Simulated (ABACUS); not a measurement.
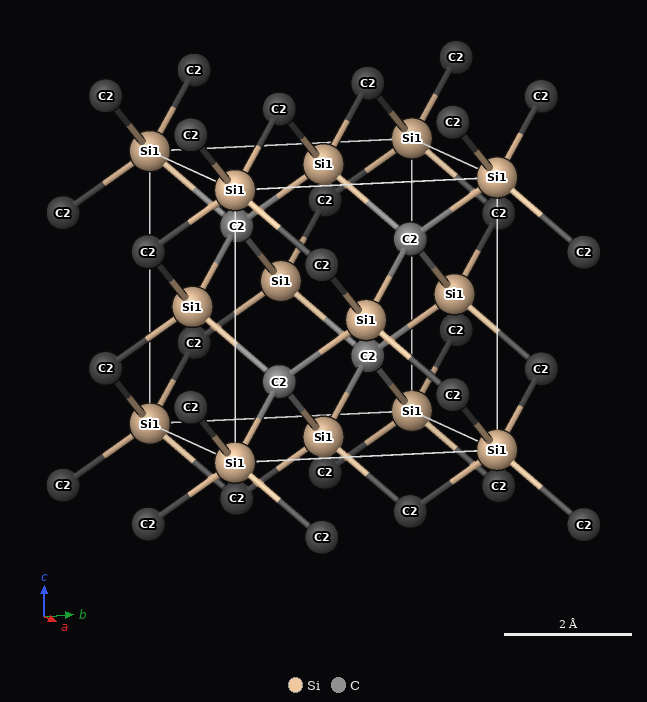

The input geometry (ball-and-stick view of the cell 4 times as large as that of the calculation, set on its symmetry axes, seen slightly off an axis; neighbours outside the cell are drawn fainter; atoms are numbered from 1 in the order of the input).

**Band-structure run of SiC (part 1 of 2)**

The run: band-structure run of SiC (2 atoms in the cell). Method and program: Kohn-Sham DFT of a periodic cell, BLYP, SPMS ONCV 1.0 PBE, no spin polarisation (ABACUS 3.10.1).

The structure derives from an entry of the Crystallography Open Database.

Input
```python
"""ABACUS run from a structure file: ASE reads it, the script writes STRU, KPT and INPUT."""
import re
import subprocess
import spglib
from ase import Atoms
from ase.io import read
from ase.units import Bohr

atoms = read("SiC.cif")
cell, frac, numbers = spglib.standardize_cell((atoms.cell[:], atoms.get_scaled_positions(), atoms.numbers), to_primitive=True, symprec=1e-4)
atoms = Atoms(numbers=numbers, cell=cell, scaled_positions=frac, pbc=True)  # the primitive cell
atoms = atoms[(-atoms.numbers).argsort(kind="stable")]  # ABACUS lists atoms element by element
pseudo = {'Si': '14_Si_4_1.9_1.9_pbe_n_v1.0.upf', 'C': '06_C_4_1.2_1.2_pbe_n_v1.0.upf'}
orbital = {'Si': 'Si_confined-atom_7au_2s2p1d.orb', 'C': 'C_confined-atom_6au_2s2p1d.orb'}
magmoms = None
kmesh = [9, 9, 9]
params = {
    'suffix': 'SiC',
    'calculation': 'scf',
    'basis_type': 'lcao',
    'pseudo_dir': './',
    'orbital_dir': './',
    'symmetry': 1,
    'dft_functional': 'GGA_X_B88+GGA_C_LYP',
    'ecutwfc': 100,
    'pseudo_rcut': 10,
    'nspin': 1,
    'nbands': 14,
    'ks_solver': 'scalapack_gvx',
    'smearing_method': 'fd',
    'smearing_sigma': 0.00367493,
    'scf_thr': 1e-07,
    'scf_nmax': 100,
    'mixing_type': 'broyden',
    'mixing_beta': 0.7,
    'cal_force': 1,
    'cal_stress': 1,
    'out_mul': 1,
    'out_chg': 1,
}

symbols = atoms.get_chemical_symbols()
elements = list(dict.fromkeys(symbols))
lines = ["ATOMIC_SPECIES"] + [f"{e} {atoms.get_masses()[symbols.index(e)]:.4f} {pseudo[e]}" for e in elements]
if orbital:
    lines += ["", "NUMERICAL_ORBITAL"] + [orbital[e] for e in elements]
lines += ["", "LATTICE_CONSTANT", f"{1 / Bohr:.10f}", "", "LATTICE_VECTORS"]
lines += [" ".join(f"{x:.10f}" for x in v) for v in atoms.cell]
lines += ["", "ATOMIC_POSITIONS", "Direct"]
for e in elements:
    lines += ["", e, "0.0", str(symbols.count(e))]
    for i, p in enumerate(atoms.get_scaled_positions(wrap=False)):
        if symbols[i] == e:
            mag = "" if magmoms is None else " mag " + " ".join(str(x) for x in (magmoms[i] if isinstance(magmoms[i], list) else [magmoms[i]]))
            lines.append(" ".join(f"{x:.10f}" for x in p) + " 1 1 1" + mag)
open("STRU", "w").write("\n".join(lines) + "\n")
open("KPT", "w").write("K_POINTS\n0\nGamma\n%d %d %d 0 0 0\n" % tuple(kmesh))
open("INPUT", "w").write("INPUT_PARAMETERS\n" + "".join(f"{k:<20s}{v}\n" for k, v in params.items()))

done = subprocess.run(['mpirun', '-np', '4', 'abacus'])
if done.returncode:
    raise SystemExit(done.returncode)
log = open("OUT.SiC/running_scf.log").read()
print("final energy (eV):", re.findall(r"FINAL_ETOT_IS (\S+)", log))
```

File SiC.cif
```
data_SiC
_cell_length_a 4.35800000
_cell_length_b 4.35800000
_cell_length_c 4.35800000
_cell_angle_alpha 90.00000000
_cell_angle_beta 90.00000000
_cell_angle_gamma 90.00000000
_space_group_name_H-M_alt 'F-43m'
_space_group_name_Hall 'F -4 2 3'
_space_group_IT_number 216
loop_
_space_group_symop_operation_xyz
'x,y,z'
'y,-x,-z'
'-x,-y,z'
'-y,x,-z'
'x,-y,-z'
'y,x,z'
'-x,y,-z'
'-y,-x,z'
'z,x,y'
'-z,y,-x'
'z,-x,-y'
'-z,-y,x'
'-z,x,-y'
'z,y,x'
'-z,-x,y'
'z,-y,-x'
'y,z,x'
'-x,-z,y'
'-y,z,-x'
'x,-z,-y'
'-y,-z,x'
'x,z,y'
'y,-z,-x'
'-x,z,-y'
'x,y+1/2,z+1/2'
'y,-x+1/2,-z+1/2'
'-x,-y+1/2,z+1/2'
'-y,x+1/2,-z+1/2'
'x,-y+1/2,-z+1/2'
'y,x+1/2,z+1/2'
'-x,y+1/2,-z+1/2'
'-y,-x+1/2,z+1/2'
'z,x+1/2,y+1/2'
'-z,y+1/2,-x+1/2'
'z,-x+1/2,-y+1/2'
'-z,-y+1/2,x+1/2'
'-z,x+1/2,-y+1/2'
'z,y+1/2,x+1/2'
'-z,-x+1/2,y+1/2'
'z,-y+1/2,-x+1/2'
'y,z+1/2,x+1/2'
'-x,-z+1/2,y+1/2'
'-y,z+1/2,-x+1/2'
'x,-z+1/2,-y+1/2'
'-y,-z+1/2,x+1/2'
'x,z+1/2,y+1/2'
'y,-z+1/2,-x+1/2'
'-x,z+1/2,-y+1/2'
'x+1/2,y,z+1/2'
'y+1/2,-x,-z+1/2'
'-x+1/2,-y,z+1/2'
'-y+1/2,x,-z+1/2'
'x+1/2,-y,-z+1/2'
'y+1/2,x,z+1/2'
'-x+1/2,y,-z+1/2'
'-y+1/2,-x,z+1/2'
'z+1/2,x,y+1/2'
'-z+1/2,y,-x+1/2'
'z+1/2,-x,-y+1/2'
'-z+1/2,-y,x+1/2'
'-z+1/2,x,-y+1/2'
'z+1/2,y,x+1/2'
'-z+1/2,-x,y+1/2'
'z+1/2,-y,-x+1/2'
'y+1/2,z,x+1/2'
'-x+1/2,-z,y+1/2'
'-y+1/2,z,-x+1/2'
'x+1/2,-z,-y+1/2'
'-y+1/2,-z,x+1/2'
'x+1/2,z,y+1/2'
'y+1/2,-z,-x+1/2'
'-x+1/2,z,-y+1/2'
'x+1/2,y+1/2,z'
'y+1/2,-x+1/2,-z'
'-x+1/2,-y+1/2,z'
'-y+1/2,x+1/2,-z'
'x+1/2,-y+1/2,-z'
'y+1/2,x+1/2,z'
'-x+1/2,y+1/2,-z'
'-y+1/2,-x+1/2,z'
'z+1/2,x+1/2,y'
'-z+1/2,y+1/2,-x'
'z+1/2,-x+1/2,-y'
'-z+1/2,-y+1/2,x'
'-z+1/2,x+1/2,-y'
'z+1/2,y+1/2,x'
'-z+1/2,-x+1/2,y'
'z+1/2,-y+1/2,-x'
'y+1/2,z+1/2,x'
'-x+1/2,-z+1/2,y'
'-y+1/2,z+1/2,-x'
'x+1/2,-z+1/2,-y'
'-y+1/2,-z+1/2,x'
'x+1/2,z+1/2,y'
'y+1/2,-z+1/2,-x'
'-x+1/2,z+1/2,-y'
loop_
_atom_site_label
_atom_site_type_symbol
_atom_site_symmetry_multiplicity
_atom_site_Wyckoff_symbol
_atom_site_fract_x
_atom_site_fract_y
_atom_site_fract_z
_atom_site_occupancy
Si1 Si 4 a 0.0000000000 0.0000000000 0.0000000000 1
C1 C 4 c 0.2500000000 0.2500000000 0.2500000000 1
```

File INPUT
```
INPUT_PARAMETERS
suffix              SiC
calculation         scf
basis_type          lcao
pseudo_dir          ./
orbital_dir         ./
symmetry            1
dft_functional      GGA_X_B88+GGA_C_LYP
ecutwfc             100
pseudo_rcut         10
nspin               1
nbands              14
ks_solver           scalapack_gvx
smearing_method     fd
smearing_sigma      0.00367493
scf_thr             1e-07
scf_nmax            100
mixing_type         broyden
mixing_beta         0.7
cal_force           1
cal_stress          1
out_mul             1
out_chg             1
```

File STRU
```
ATOMIC_SPECIES
Si 28.0850 14_Si_4_1.9_1.9_pbe_n_v1.0.upf
C 12.0110 06_C_4_1.2_1.2_pbe_n_v1.0.upf

NUMERICAL_ORBITAL
Si_confined-atom_7au_2s2p1d.orb
C_confined-atom_6au_2s2p1d.orb

LATTICE_CONSTANT
1.8897261258

LATTICE_VECTORS
0.0000000000 2.1790000000 2.1790000000
2.1790000000 0.0000000000 2.1790000000
2.1790000000 2.1790000000 0.0000000000

ATOMIC_POSITIONS
Direct

Si
0.0
1
0.0000000000 0.0000000000 -0.0000000000 1 1 1

C
0.0
1
0.2500000000 0.2500000000 0.2500000000 1 1 1
```

File KPT
```
K_POINTS
0
Gamma
9 9 9 0 0 0
```

Command:
```bash
OMP_NUM_THREADS=1 python run_abacus.py > log
```

The program's output
```
ABACUS v3.10.1

               Atomic-orbital Based Ab-initio Computation at UStc

 ------------------------------------------------------------------------------------

 READING GENERAL INFORMATION
                           global_out_dir = OUT.SiC/
                           global_in_card = INPUT
                               pseudo_dir = ./
                              orbital_dir = ./
                                    DSIZE = 4
                                    GSIZE = 1

 READING UNITCELL INFORMATION
                                    ntype = 2
                  lattice constant (Bohr) = 1.88973
              lattice constant (Angstrom) = 1

 READING ATOM TYPE 1
                               atom label = Si
                      L=0, number of zeta = 2
                      L=1, number of zeta = 2
                      L=2, number of zeta = 1
             number of atom for this type = 1

 READING ATOM TYPE 2
                               atom label = C
                      L=0, number of zeta = 2
                      L=1, number of zeta = 2
                      L=2, number of zeta = 1
             number of atom for this type = 1

                        TOTAL ATOM NUMBER = 2
DIRECT COORDINATES
    atom                   x                   y                   z     mag                  vx                  vy                  vz
taud_Si1            0.0000000000        0.0000000000        0.0000000000  0.0000        0.0000000000        0.0000000000        0.0000000000
taud_C1            0.2500000000        0.2500000000        0.2500000000  0.0000        0.0000000000        0.0000000000        0.0000000000

                          Volume (Bohr^3) = 139.636
                             Volume (A^3) = 20.6919

 Lattice vectors: (Cartesian coordinate: in unit of a_0)
                   +0              +2.179              +2.179
               +2.179                  +0              +2.179
               +2.179              +2.179                  +0
 Reciprocal vectors: (Cartesian coordinate: in unit of 2 pi/a_0)
            -0.229463           +0.229463           +0.229463
            +0.229463           -0.229463           +0.229463
            +0.229463           +0.229463           -0.229463
 The esolver type has been set to : ksdft_lcao

                PAO radial cut off (Bohr) = 10

 Read in pseudopotential file is 14_Si_4_1.9_1.9_pbe_n_v1.0.upf
                     pseudopotential type = NC
          exchange-correlation functional = PBE
                 nonlocal core correction = 1
                        valence electrons = 4
                                     lmax = 2
                           number of zeta = 2
                     number of projectors = 6
                           L of projector = 0
                           L of projector = 0
                           L of projector = 1
                           L of projector = 1
                           L of projector = 2
                           L of projector = 2
 XC functional updated to : GGA_X_B88+GGA_C_LYP
          exchange-correlation functional = GGA_X_B88+GGA_C_LYP
                PAO radial cut off (Bohr) = 10

 Read in pseudopotential file is 06_C_4_1.2_1.2_pbe_n_v1.0.upf
                     pseudopotential type = NC
          exchange-correlation functional = PBE
                 nonlocal core correction = 1
                        valence electrons = 4
                                     lmax = 1
                           number of zeta = 2
                     number of projectors = 4
                           L of projector = 0
                           L of projector = 0
                           L of projector = 1
                           L of projector = 1
 XC functional updated to : GGA_X_B88+GGA_C_LYP
          exchange-correlation functional = GGA_X_B88+GGA_C_LYP
     initial pseudo atomic orbital number = 8

 SETUP THE ELECTRONS NUMBER
            electron number of element Si = 4
      total electron number of element Si = 4
             electron number of element C = 4
       total electron number of element C = 4
            AUTOSET number of electrons:  = 8
                           occupied bands = 4
                                   NLOCAL = 26
                                   NBANDS = 14
                                   NBANDS = 14
                                   NLOCAL = 26

 SETUP THE PLANE WAVE BASIS
 energy cutoff for charge/potential (unit:Ry) = 400
            fft grid for charge/potential = [ 40, 40, 40 ]
                        fft grid division = [ 5, 5, 5 ]
        big fft grid for charge/potential = [ 8, 8, 8 ]
                                     nbxx = 128
                                     nrxx = 16000

 SETUP PLANE WAVES FOR CHARGE/POTENTIAL
                    number of plane waves = 18883
                         number of sticks = 931

 PARALLEL PW FOR CHARGE/POTENTIAL
     PROC   COLUMNS(POT)             PW
        1            233           4721
        2            232           4721
        3            233           4721
        4            233           4720
 --------------- sum -------------------
        4            931          18883
                            number of |g| = 230
                                  max |g| = 36.0149
                                  min |g| = 0.15796

----------- Double Check Mixing Parameters Begin ------------
mixing_type: broyden
mixing_beta: 0.7
mixing_gg0: 1
mixing_gg0_min: 0.1
mixing_ndim: 8
----------- Double Check Mixing Parameters End ------------

 LATTICE VECTORS: (CARTESIAN COORDINATE: IN UNIT OF A0)
                   +0              +2.179              +2.179
               +2.179                  +0              +2.179
               +2.179              +2.179                  +0
                       right hand lattice = 1
                                   NORM_A = 3.08157
                                   NORM_B = 3.08157
                                   NORM_C = 3.08157
                           ALPHA (DEGREE) = 60
                           BETA  (DEGREE) = 60
                           GAMMA (DEGREE) = 60

 The lattice vectors have been changed (STRU_SIMPLE.cif)

(for optimal symmetric configuration:)
                             BRAVAIS TYPE = 3
                     BRAVAIS LATTICE NAME = 03. Cubic F (face-centered)
                                    ibrav = 3
                                    IBRAV = 3
                                  BRAVAIS = FACE CENTERED CUBIC
                       LATTICE CONSTANT A = 4.358
Original cell was already a primitive cell.
                        ROTATION MATRICES = 48
              PURE POINT GROUP OPERATIONS = 24
                   SPACE GROUP OPERATIONS = 24
                                       C2 = 3
                                       C3 = 8
                                       C4 = 0
                                       C6 = 0
                                       S1 = 6
                                       S3 = 0
                                       S4 = 6
                                       S6 = 0
                              POINT GROUP = T_d
                                       C2 = 3
                                       C3 = 8
                                       C4 = 0
                                       C6 = 0
                                       S1 = 6
                                       S3 = 0
                                       S4 = 6
                                       S6 = 0
               POINT GROUP IN SPACE GROUP = T_d

 SETUP K-POINTS
                                    nspin = 1
                   Input type of k points = Monkhorst-Pack(Gamma)
                                   nkstot = 729
                       right hand lattice = 1
(for reciprocal lattice: )
                             BRAVAIS TYPE = 2
                     BRAVAIS LATTICE NAME = 02. Cubic I (body-centered)
                                    ibrav = 2
                       right hand lattice = 1
(for k-lattice: )
                             BRAVAIS TYPE = 2
                     BRAVAIS LATTICE NAME = 02. Cubic I (body-centered)
                                    ibrav = 2
                       right hand lattice = 1
                        ROTATION MATRICES = 48
                               nkstot_ibz = 35
K-POINTS REDUCTION ACCORDING TO SYMMETRY
     IBZ    DIRECT_X    DIRECT_Y    DIRECT_Z  WEIGHT  ibz2bz
       1  0.00000000  0.00000000  0.00000000  0.0014       0
       2  0.11111111  0.11111111  0.11111111  0.0110       1
       3  0.22222222  0.22222222  0.22222222  0.0110       2
       4  0.33333333  0.33333333  0.33333333  0.0110       3
       5  0.44444444  0.44444444  0.44444444  0.0110       4
       6  0.11111111  0.11111111  0.00000000  0.0082      10
       7  0.22222222  0.22222222  0.11111111  0.0329      11
       8  0.33333333  0.33333333  0.22222222  0.0329      12
       9  0.44444444  0.44444444  0.33333333  0.0329      13
      10 -0.44444444  0.44444444  0.44444444  0.0329      14
      11  0.44444444  0.33333333  0.33333333  0.0329      15
      12  0.22222222  0.22222222  0.33333333  0.0329      16
      13  0.22222222  0.11111111  0.11111111  0.0165      17
      14  0.22222222  0.22222222  0.00000000  0.0082      20
      15  0.33333333  0.11111111  0.33333333  0.0329      21
      16  0.44444444  0.44444444  0.22222222  0.0329      22
      17 -0.33333333  0.44444444  0.44444444  0.0329      23
      18 -0.44444444  0.33333333  0.33333333  0.0329      24
      19  0.44444444  0.22222222  0.22222222  0.0165      25
      20  0.33333333  0.33333333  0.00000000  0.0082      30
      21  0.44444444  0.44444444  0.11111111  0.0329      31
      22 -0.22222222  0.44444444  0.44444444  0.0329      32
      23 -0.33333333  0.33333333  0.33333333  0.0165      33
      24  0.44444444  0.44444444  0.00000000  0.0082      40
      25 -0.11111111  0.44444444  0.44444444  0.0165      41
      26  0.33333333  0.11111111  0.22222222  0.0329     102
      27  0.44444444  0.33333333  0.22222222  0.0658     103
      28 -0.44444444  0.44444444  0.33333333  0.0658     104
      29  0.44444444  0.33333333  0.11111111  0.0329     112
      30 -0.44444444  0.44444444  0.22222222  0.0658     113
[... 5 further k points ...]

                               nkstot now = 35
[... K-POINTS DIRECT COORDINATES: 35 rows ...]

           k-point number in this process = 35
       minimum distributed K point number = 35
[... stars of the k points ...]

[... K-POINTS CARTESIAN COORDINATES: 35 rows ...]

[... K-POINTS DIRECT COORDINATES: 35 rows ...]

 SETUP PLANE WAVES FOR WAVE FUNCTIONS
     energy cutoff for wavefunc (unit:Ry) = 100
              fft grid for wave functions = [ 40, 40, 40 ]
                    number of plane waves = 3287
                         number of sticks = 295

 PARALLEL PW FOR WAVE FUNCTIONS
     PROC   COLUMNS(POT)             PW
        1             74            823
        2             73            821
        3             74            821
        4             74            822
 --------------- sum -------------------
        4            295           3287

 SET NONLOCAL PSEUDOPOTENTIAL PROJECTORS
 SET NONLOCAL PSEUDOPOTENTIAL PROJECTORS
 max number of nonlocal projetors among all species is 6

 -------------------------------------------
 SELF-CONSISTENT
 -------------------------------------------
```
